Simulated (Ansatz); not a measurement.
# Geometry relaxation, with input and output: Ni (part 1 of 2)

Ni (Fm-3m, 1 atom in the cell), computed with DFT PBE, scalar-relativistic, plane waves, PAW, spin-polarised (Ansatz 0.2.0).

The structure derives from an entry of the Crystallography Open Database. Figures and captions count atoms from 1; the log counts them from 0 in places.

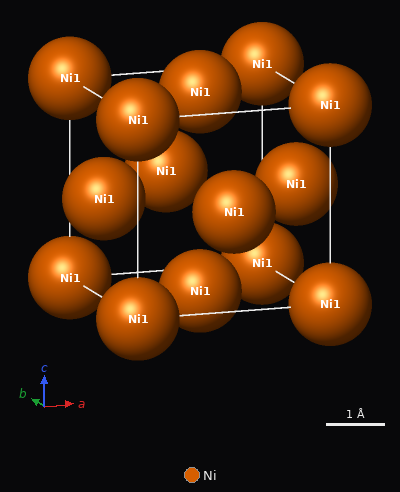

*The starting structure (spheres-only view of the cell 4 times as large as that of the calculation, set on its symmetry axes, seen slightly off an axis; atoms are numbered from 1 in the order of the input).*

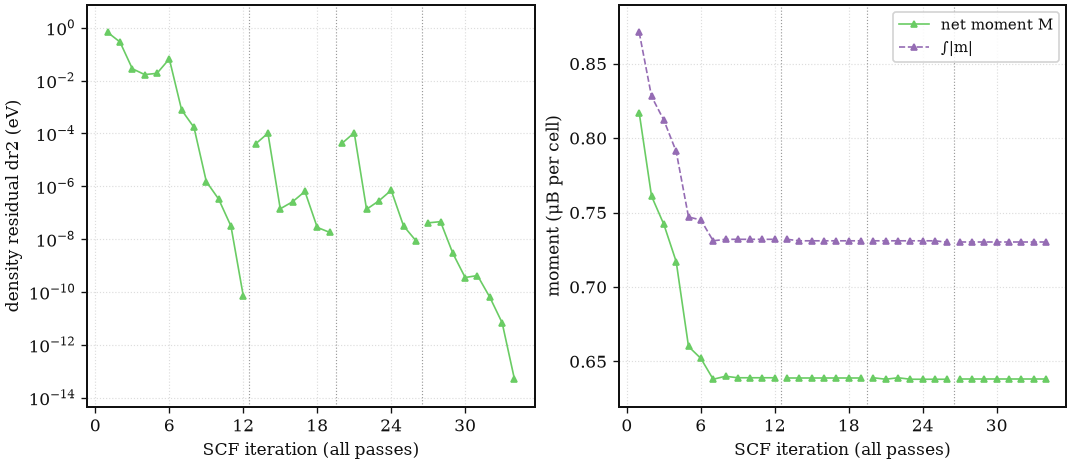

*Convergence of the self-consistent field: density residual dr2 and magnetic moment against the SCF iteration. The dotted lines part the SCF passes of the relaxation: geometry steps, rejected trials and re-solves on a re-selected basis.*

The passes take 12, 7, 7 and 8 iterations. The net moment goes from 0.8 to 0.6 μB per cell.

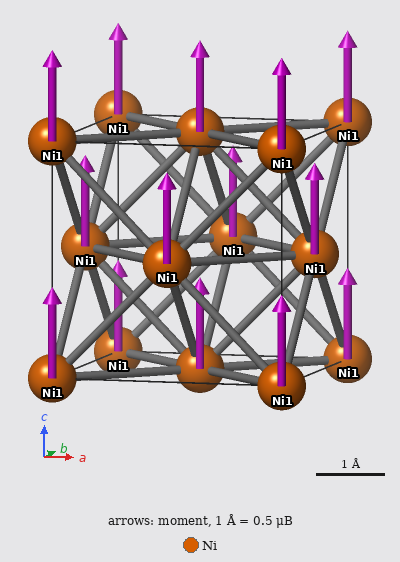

*Magnetic moments of the sites as pink arrows (ball-and-stick view of the cell 4 times as large as that of the calculation, set on its symmetry axes, seen slightly off an axis; atoms are numbered from 1 in the order of the input); small moments hardly show. The run is collinear, so the axis drawn is arbitrary.*

Site moments: Ni1 (0.68 μB). They are counted near the atoms and needn't add up to the moment of the cell.

The input and output of the run follow.

The input
```yaml
crystal:
  lattice:
    - [0.0, 1.761935, 1.761935]
    - [1.761935, 0.0, 1.761935]
    - [1.761935, 1.761935, 0.0]
  atoms:
    - { symbol: Ni, position: [0.0, 0.0, 0.0], spin: 0.81 }
basis:
  ecutwfc: 420
kpoints:
  mp_grid: { grid: [20, 20, 20] }
hamiltonian:
  xc: pbe
scf:
  occupations: { method: gaussian, width: 0.1 }
output:
  forces: true
  stress: true
  eigenvalues: true
  populations: true
magnetization:
  spin_polarized: true
relax:
  adjacent_minimum: "off"
  f_tol: 0.005
  max_steps: 80
  cell: { stress_tol: 0.05 }
```

Run as:
```bash
ansatz run input.yaml --threads 1 --pin off --max-ram 2560MiB --backend cpu --events-out ev --progress --plain --runs-dir out
```

Output
```
Engine: ansatz 0.2.0, x86_64-unknown-linux-gnu
Pseudopotentials: kind: paw
Pseudopotential: Ni, paw, valence charge 18, recommended cutoff 420 eV (normal), Ni.paw.azcp
Functional definition: PBE
  parameter kappa = 0.804
  parameter beta = 0.06672455060314922
  exchange = pbe_x(kappa = kappa, mu = beta*pi^2/3)
  correlation = pbe_c(beta = beta)
Crystal: 1 atoms, lattice volume = 10.940 Å³
Basis set: ecut = 420 eV, 181 PW (Γ), exchange–correlation on 36×36×36 points (8 copies of the dense FFT grid, shifted against one another)
Bands: 14, of which v1, the nominal top of the filled ones, is band 9 counted from 1 (8 counted from 0)
Symmetry: 48 space group operations
Space group: Fm-3m (ITA 225), of the structure as read, at distance tolerance 2.2e-5 Å
Magnetic group: BNS 225.116 (UNI 1618), of the structure as read, at distance tolerance 2.2e-5 Å
k-points: 256 of 8000
Non-local potential: Ni, projectors of the file, l = 0: 3, l = 1: 2, l = 2: 3, l = 3: 1
PAW form: soft (Blöchl's): semilocal exchange-correlation on the pseudo side does not see the compensation charge
PAW one-centre angular grid: Ni, 590 points (default); XC on 64 Gauss nodes
Initial density: superposition of atomic densities (chi_scale 0.1, normalization cell)
Starting moments: Σ|m| = 0.81 μB on 1 of 1 site
Initial wavefunctions: pseudopotential atomic-orbital guess
Functional: x = pbe(κ = 0.804, μ = 0.2195149727645171), c = pbe(β = 0.06672455060314922)
SCF iter   1: F=—  HF=-5839.005846 eV  |F-HF|=—  |Δ(HF+E_count)|=         —  Δρ=7.51e-2 (↑2.53e-2 ↓7.51e-2)  dr2=6.63e-1  dr2_m=6.40e-2  M=0.817 μB ∫|m|=0.871 μB  β_m=0.30  ethr=3.10e-3  ⟨swp⟩=5.3  Hψ=37785  notcnv=0
Mixer restart at iter 1: flushing history
preconditioner: auto → none  [metal: Δε(μ)=0.008 eV  Ē_g=15.846 eV  σ=0.100 eV  W_gap=0.04  n_scr=0 (ndim 8)  ℏωp=35.5 eV  f_vac=0.000  D(μ)=1.66/eV (n_scr^D=26)]
SCF iter   2: F=—  HF=-5838.875349 eV  |F-HF|=—  |Δ(HF+E_count)|=   1.30e-1  Δρ=4.87e-2 (↑4.87e-2 ↓2.79e-2)  dr2=2.87e-1  dr2_m=1.60e-2  M=0.761 μB ∫|m|=0.828 μB  β_m=0.25  ethr=3.10e-3  ⟨swp⟩=2.6  Hψ=15079  notcnv=0  defer=265
SCF iter   3: F=—  HF=-5839.055668 eV  |F-HF|=—  |Δ(HF+E_count)|=         —  Δρ=1.95e-2 (↑1.95e-2 ↓1.18e-2)  dr2=2.80e-2  dr2_m=7.54e-3  M=0.742 μB ∫|m|=0.812 μB  β_m=0.25  ethr=1.59e-3  ⟨swp⟩=2.5  Hψ=12172  notcnv=0  defer=267
Mixer restart at iter 3: flushing history
SCF iter   4: F=—  HF=-5839.276444 eV  |F-HF|=—  |Δ(HF+E_count)|=   2.21e-1  Δρ=1.15e-2 (↑1.15e-2 ↓1.09e-2)  dr2=1.68e-2  dr2_m=2.56e-3  M=0.717 μB ∫|m|=0.791 μB  β_m=0.54  ethr=1.55e-4  ⟨swp⟩=2.6  Hψ=12420  notcnv=0  defer=271
SCF iter   5: F=—  HF=-5839.665615 eV  |F-HF|=—  |Δ(HF+E_count)|=   3.89e-1  Δρ=1.34e-2 (↑4.25e-3 ↓1.34e-2)  dr2=1.87e-2  dr2_m=3.16e-3  M=0.660 μB ∫|m|=0.747 μB  β_m=0.46  ethr=9.31e-5  ⟨swp⟩=2.1  Hψ=14122  notcnv=0  defer=276
SCF iter   6: F=-5839.666420 eV  HF=-5839.746393 eV  |F-HF|=8.00e-2  |Δ(HF+E_count)|=   8.08e-2  Δρ=1.75e-2 (↑1.65e-2 ↓1.75e-2)  dr2=6.59e-2  dr2_m=3.29e-5  M=0.652 μB ∫|m|=0.745 μB  β_m=0.77  ethr=9.31e-5  ⟨swp⟩=2.0  Hψ=16942  notcnv=0  defer=283
SCF iter   7: F=-5839.724885 eV  HF=-5839.725678 eV  |F-HF|=7.93e-4  |Δ(HF+E_count)|=   2.07e-2  Δρ=3.03e-3 (↑5.87e-4 ↓3.03e-3)  dr2=7.64e-4  dr2_m=1.73e-4  M=0.638 μB ∫|m|=0.731 μB  β_m=0.64  ethr=9.31e-5  ⟨swp⟩=2.6  Hψ=14462  notcnv=0  defer=292
SCF iter   8: F=-5839.725384 eV  HF=-5839.725376 eV  |F-HF|=7.70e-6  |Δ(HF+E_count)|=   3.02e-4  Δρ=1.52e-3 (↑2.67e-4 ↓1.52e-3)  dr2=1.69e-4  dr2_m=5.19e-5  M=0.640 μB ∫|m|=0.732 μB  β_m=0.82  ethr=4.25e-6  ⟨swp⟩=1.0  Hψ=8312  notcnv=0  defer=292
SCF iter   9: F=-5839.725479 eV  HF=-5839.725479 eV  |F-HF|=6.83e-7  |Δ(HF+E_count)|=   1.03e-4  Δρ=1.56e-4 (↑2.61e-5 ↓1.56e-4)  dr2=1.51e-6  dr2_m=6.67e-7  M=0.639 μB ∫|m|=0.732 μB  β_m=0.76  ethr=9.40e-7  ⟨swp⟩=2.1  Hψ=9567  notcnv=0  defer=291
SCF iter  10: F=-5839.725480 eV  HF=-5839.725480 eV  |F-HF|=5.36e-8  |Δ(HF+E_count)|=   2.30e-7  Δρ=4.71e-5 (↑2.44e-5 ↓4.71e-5)  dr2=3.27e-7  dr2_m=1.68e-8  M=0.639 μB ∫|m|=0.732 μB  β_m=0.88  ethr=8.40e-9  ⟨swp⟩=2.1  Hψ=10131  notcnv=0  defer=291
SCF iter  11: F=-5839.725480 eV  HF=-5839.725480 eV  |F-HF|=1.39e-8  |Δ(HF+E_count)|=   1.05e-7  Δρ=1.61e-5 (↑6.83e-6 ↓1.61e-5)  dr2=3.10e-8  dr2_m=2.55e-9  M=0.639 μB ∫|m|=0.732 μB  β_m=0.94  ethr=1.82e-9  ⟨swp⟩=1.9  Hψ=9477  notcnv=0  defer=291
SCF iter  12: F=-5839.725480 eV  HF=-5839.725480 eV  |F-HF|=5.46e-11  |Δ(HF+E_count)|=   3.80e-9  Δρ=6.61e-7 (↑4.54e-7 ↓6.61e-7)  dr2=7.08e-11  dr2_m=4.13e-12  M=0.639 μB ∫|m|=0.732 μB  ethr=1.72e-10  ⟨swp⟩=4.8  Hψ=26090  notcnv=0
at 1 of the mixer's solves, the last at iteration 5, it left a direction of its history that read negative out of its fit and stepped the other way along it
SCF 1 converged in 12 iterations: F = -5839.725480 eV  dr2 = 7.08e-11
  greatest PAW one-centre occupation: 1.001 electrons in one spin orbital (limit 2), on the Ni atom at site 0 (counted from 0), in its partial waves of l = 1
relax step   1: F+E_penalty+E_count = -5839.72547982 eV  Δ(F+E_penalty+E_count) = +0.000e0 eV  max|allowed force component| = 0.000e0 eV/Å  Δτ_max = 0.0000 Å  P = -0.904 GPa  Ω = 10.940 Å³  (12 SCF iters, dr2 threshold 1.00e-7 eV, accepted)
Crystal: 1 atoms, lattice volume = 10.915 Å³
Initial density: handed on by an earlier stage of this run
Starting moments: Σ|m| = 0.81 μB on 1 of 1 site; this step starts from the density that it was given
Initial wavefunctions: those handed on with the density
iter 1 solved again at ethr=2.44e-7 eV; its pass at ethr=3.10e-3 eV (dr2=4.39e-5 eV) is discarded
SCF iter   1: F=—  HF=-5839.725601 eV  |F-HF|=—  |Δ(HF+E_count)|=         —  Δρ=4.34e-4 (↑3.54e-4 ↓4.34e-4)  dr2=4.01e-5  dr2_m=1.77e-7  M=0.639 μB ∫|m|=0.732 μB  β_m=0.65  ethr=2.44e-7  ⟨swp⟩=2.4  Hψ=43099  notcnv=0
preconditioner: auto → none  [metal: Δε(μ)=0.002 eV  Ē_g=16.698 eV  σ=0.100 eV  W_gap=0.01  n_scr=0 (ndim 8)  ℏωp=35.5 eV  f_vac=0.000  D(μ)=1.71/eV (n_scr^D=26)]
SCF iter   2: F=—  HF=-5839.725621 eV  |F-HF|=—  |Δ(HF+E_count)|=   1.99e-5  Δρ=7.07e-4 (↑6.27e-4 ↓7.07e-4)  dr2=1.01e-4  dr2_m=2.16e-7  M=0.639 μB ∫|m|=0.731 μB  β_m=0.27  ethr=2.23e-7  ⟨swp⟩=2.1  Hψ=11326  notcnv=0  recentre
SCF iter   3: F=—  HF=-5839.725589 eV  |F-HF|=—  |Δ(HF+E_count)|=   3.23e-5  Δρ=2.71e-5 (↑2.63e-5 ↓2.71e-5)  dr2=1.40e-7  dr2_m=1.46e-8  M=0.639 μB ∫|m|=0.731 μB  β_m=0.46  ethr=2.23e-7  ⟨swp⟩=2.1  Hψ=10043  notcnv=0
SCF iter   4: F=—  HF=-5839.725592 eV  |F-HF|=—  |Δ(HF+E_count)|=   3.28e-6  Δρ=5.02e-5 (↑1.56e-5 ↓5.02e-5)  dr2=2.59e-7  dr2_m=4.18e-8  M=0.639 μB ∫|m|=0.731 μB  β_m=0.73  ethr=7.77e-10  ⟨swp⟩=2.0  Hψ=11904  notcnv=0
SCF iter   5: F=—  HF=-5839.725593 eV  |F-HF|=—  |Δ(HF+E_count)|=   1.47e-6  Δρ=6.99e-5 (↑3.04e-5 ↓6.99e-5)  dr2=6.35e-7  dr2_m=4.57e-8  M=0.639 μB ∫|m|=0.731 μB  β_m=0.25  ethr=7.77e-10  ⟨swp⟩=1.0  Hψ=7178  notcnv=0
SCF iter   6: F=—  HF=-5839.725594 eV  |F-HF|=—  |Δ(HF+E_count)|=   4.28e-7  Δρ=1.72e-5 (↑1.72e-5 ↓6.83e-6)  dr2=2.77e-8  dr2_m=6.10e-9  M=0.639 μB ∫|m|=0.731 μB  β_m=0.59  ethr=7.77e-10  ⟨swp⟩=2.2  Hψ=11524  notcnv=0
SCF iter   7: F=-5839.725595 eV  HF=-5839.725595 eV  |F-HF|=1.40e-8  |Δ(HF+E_count)|=   9.18e-7  Δρ=1.30e-5 (↑4.28e-6 ↓1.30e-5)  dr2=1.80e-8  dr2_m=2.28e-9  M=0.639 μB ∫|m|=0.731 μB  ethr=1.54e-10  ⟨swp⟩=2.0  Hψ=25227  notcnv=0
SCF 2 converged in 7 iterations: F = -5839.725595 eV  dr2 = 1.80e-8
relax step   2: F+E_penalty+E_count = -5839.72559474 eV  Δ(F+E_penalty+E_count) = -1.149e-4 eV  max|allowed force component| = 0.000e0 eV/Å  Δτ_max = 0.0000 Å  P = -0.455 GPa  Ω = 10.915 Å³  energy of the carried Pulay correction = +8.858e-6 eV  (7 SCF iters, dr2 threshold 1.00e-7 eV, accepted)
Crystal: 1 atoms, lattice volume = 10.889 Å³
iter 1 solved again at ethr=2.52e-7 eV; its pass at ethr=3.10e-3 eV (dr2=4.53e-5 eV) is discarded
```
